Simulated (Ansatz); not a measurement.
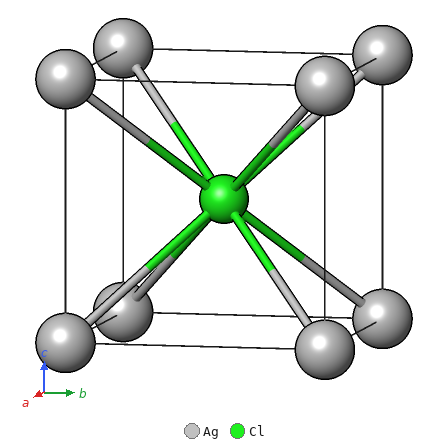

System: AgCl, space group Pm-3m (No. 221). The picture shows the conventional cell.

The given structure:
```xyz
2
Lattice="3.4340 0.0000 0.0000 0.0000 3.4340 0.0000 0.0000 0.0000 3.4340" Properties=species:S:1:pos:R:3 pbc="T T T"
Ag    0.0000    0.0000    0.0000
Cl    1.7170    1.7170    1.7170
```

Method: periodic Kohn-Sham DFT of a crystal at fixed atoms, scaled to the stated factor times the given cell; pressure positive in compression (Ansatz 0.2.0). Level: PBE.

method all-electron PAW; relativity scalar; k mesh 9×9×9; occupations Fermi–Dirac; smearing width 0.01 eV; nucleus Gaussian.

V(given) is 20.25 Å³/atom.

Describe the result: the pressure against V/V(given). The V/V(given) takes the values 0.94, 0.95, 0.96, 0.98, 0.99, 1.00, 1.01, 1.02, 1.04, 1.05, 1.06.

The pressure falls from 3.287 GPa at V/V(given) 0.94 to −2.441 GPa at 1.06, and changes sign near 1.00. The volume at zero pressure from a fit of the pressures is 20.2 Å³/atom. The bulk modulus from that fit is 47.3 GPa.

| V/V(given) | pressure (GPa) |
| --- | --- |
| 0.94 | 3.287 |
| 0.95 | 2.625 |
| 0.96 | 2.003 |
| 0.98 | 0.874 |
| 0.99 | 0.360 |
| 1.00 | −0.121 |
| 1.01 | −0.572 |
| 1.02 | −0.996 |
| 1.04 | −1.765 |
| 1.05 | −2.114 |
| 1.06 | −2.441 |

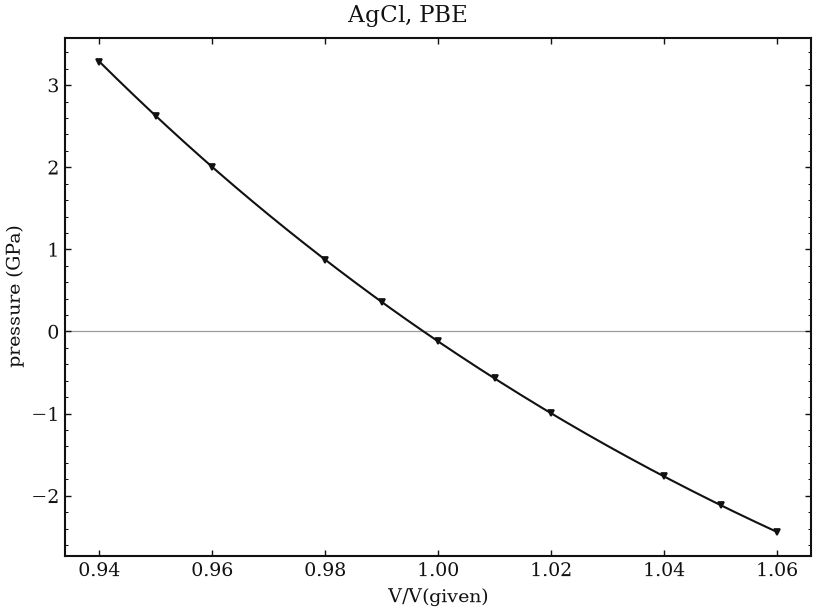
